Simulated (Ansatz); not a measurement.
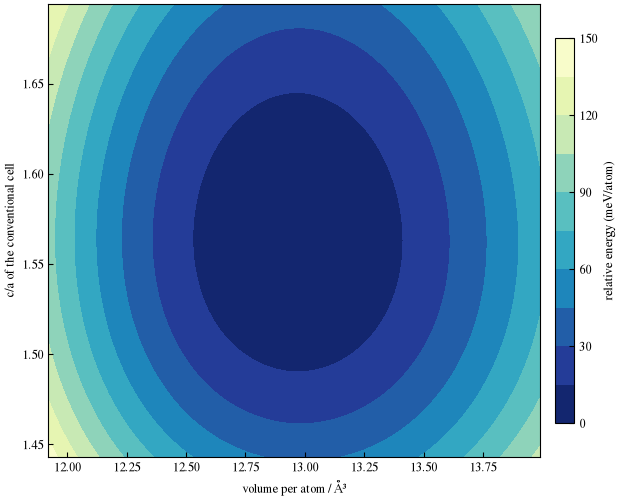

Ta2N (P-3m1, No. 164; 3 atoms in the cell). 
- The energy is mapped over volume and the cell's shape.
- Coordinates scanned: (1) volume per atom; (2) c/a of the conventional cell.
- Nothing is relaxed (fractional coordinates fixed).
- The scan uses a 7 × 7 grid.
- Points are written as (first, second).
- Energies: meV/atom, counted from the lowest grid point.
- These are results of Ansatz, DFT LDA, scalar-relativistic, plane waves, PAW, not measurements. Settings: cutoff 520 eV, k-mesh 18×18×10 in the order of the run's cell vectors, gaussian smearing 0.15 eV, no spin polarisation.

In the figure: filled contours. Between grid points the surface is interpolated.

The lowest grid point is at (12.955 Å³, 1.563). It is the only kind of minimum in the scanned range. The highest grid point, (11.919 Å³, 1.443), lies 143 meV/atom above the lowest. Round the minimum the two coordinates are nearly uncoupled.

The level of theory is changed to DFT PBEsol, scalar-relativistic, plane waves, PAW in Ansatz 0.2.0; with it change the cell, relaxed at the new level (first cell vector 3.078 Å, before 3.062 Å); the new grid has 9 × 9 points, laid about the new relaxed structure.

What does this change do to the map?

The minimum (interpolated where it lies between grid points) moves from (12.955 Å³, 1.563) to (13.195 Å³, 1.567). The curvature at the minimum changes by less than a tenth (about 0.43) eV/(Å³)² along volume per atom and by less than a tenth (about 15) eV per unit squared along c/a of the conventional cell (per cell).

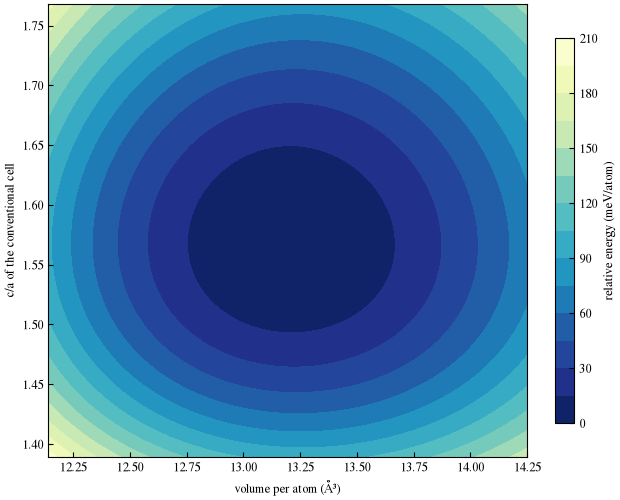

The map after the change, on a colour scale of its own. The picture shows filled contours. Between grid points the surface is interpolated.

PAW datasets: the set soft_1.
